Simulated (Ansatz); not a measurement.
**SiMo3 (slab): density, localisation and related maps**

```cif
data_structure
_symmetry_space_group_name_H-M 'P 1'
_symmetry_Int_Tables_number 1
_cell_length_a 4.8616
_cell_length_b 4.8616
_cell_length_c 28.3694
_cell_angle_alpha 90.000
_cell_angle_beta 90.000
_cell_angle_gamma 90.000
_cell_volume 670.51
loop_
_atom_site_label
_atom_site_type_symbol
_atom_site_fract_x
_atom_site_fract_y
_atom_site_fract_z
_atom_site_occupancy
Mo1 Mo 0.00000 0.50000 0.27044 1
Si1 Si 0.50000 0.50000 0.30322 1
Mo2 Mo 0.25087 0.00000 0.30964 1
Mo3 Mo 0.74913 0.00000 0.30964 1
Mo4 Mo 0.00000 0.50000 0.35102 1
Si2 Si 0.00000 0.00000 0.39330 1
Mo5 Mo 0.50000 0.25070 0.39273 1
Mo6 Mo 0.50000 0.74930 0.39273 1
Mo7 Mo 0.00000 0.50000 0.43781 1
Si3 Si 0.50000 0.50000 0.47833 1
Mo8 Mo 0.24970 0.00000 0.47889 1
Mo9 Mo 0.75030 0.00000 0.47889 1
Mo10 Mo 0.00000 0.50000 0.52263 1
Si4 Si 0.00000 0.00000 0.56429 1
Mo11 Mo 0.50000 0.25066 0.56362 1
Mo12 Mo 0.50000 0.74934 0.56362 1
Mo13 Mo 0.00000 0.50000 0.61088 1
Si5 Si 0.50000 0.50000 0.64876 1
Mo14 Mo 0.24889 0.00000 0.64827 1
Mo15 Mo 0.75111 0.00000 0.64827 1
Mo16 Mo 0.00000 0.50000 0.69970 1
Si6 Si 0.00000 0.00000 0.73305 1
Mo17 Mo 0.50000 0.24541 0.72866 1
Mo18 Mo 0.50000 0.75459 0.72866 1
```

Computed without spin polarisation.

Computed with DFT PBEsol, scalar-relativistic, plane waves, PAW (Ansatz).

Core electrons are frozen (PAW), and the valence fields are smoothed inside the atomic spheres.

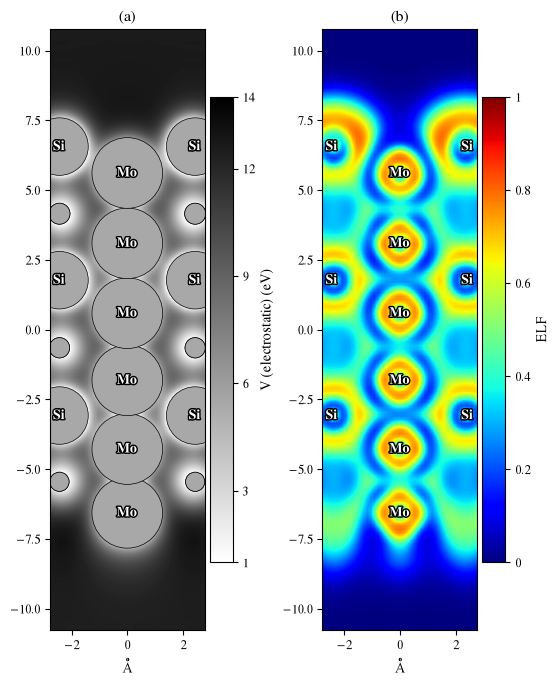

Figure 1. (a) electrostatic potential (local pseudopotential plus Hartree) felt by an electron; (b) ELF on the (100) plane of the calculation cell, a cut from vacuum to vacuum. Grey discs cover the atomic cores in the potential map.

What does the map show?

Answer. The plane passes through Mo and Si nuclei.
Mo–Mo (2.29 Å): the ELF is about 0.40 at the midpoint.
Si–Mo (2.61 Å): the ELF peaks at about 0.70 in the valence shell of Si, 0.9 Å from its nucleus, and is about 0.35 at the midpoint.


Mo–Mo (2.46 Å): the ELF is about 0.25 at the midpoint (no shared electron pair shows on this line).
The features right at Mo lie inside the PAW spheres, where the map follows smoothed inner orbitals and isn't to be read closely.

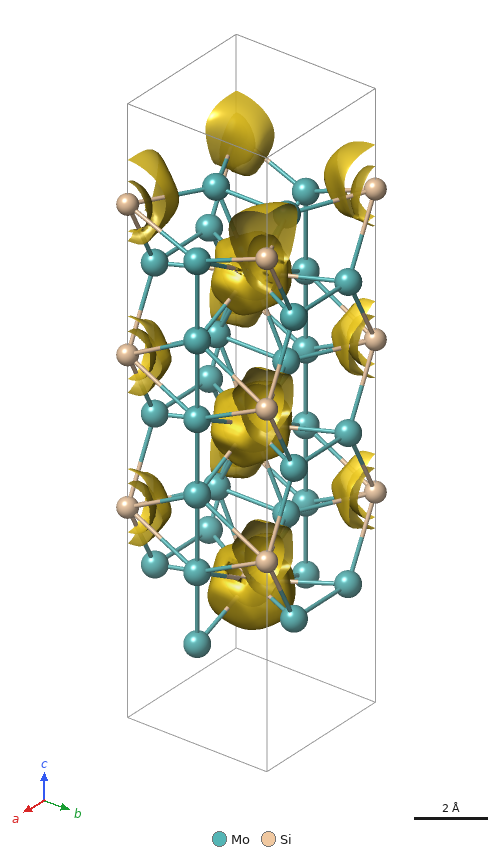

Figure 2. Isosurface of the electron localisation function at 0.6 (yellow), seen at an oblique angle. Only the valence region is drawn (cores and ρ < 0.01 e/Å³ removed). Sticks mark near contacts.

Describe the localisation domains.

Answer. The ELF exceeds this value in six regions wrapped around Si (the valence shell of each), counted in one cell of 24 atoms. Counts are for one cell; the picture repeats the cell along the surface.


 Si–Mo (2.58 Å): the ELF peaks at about 0.65 in the valence shell of Si, 0.9 Å from its nucleus, and is about 0.35 at the midpoint.

Metal or insulator at this level of theory?

Answer. It is metallic or semimetallic at this level of theory: no gap opens.
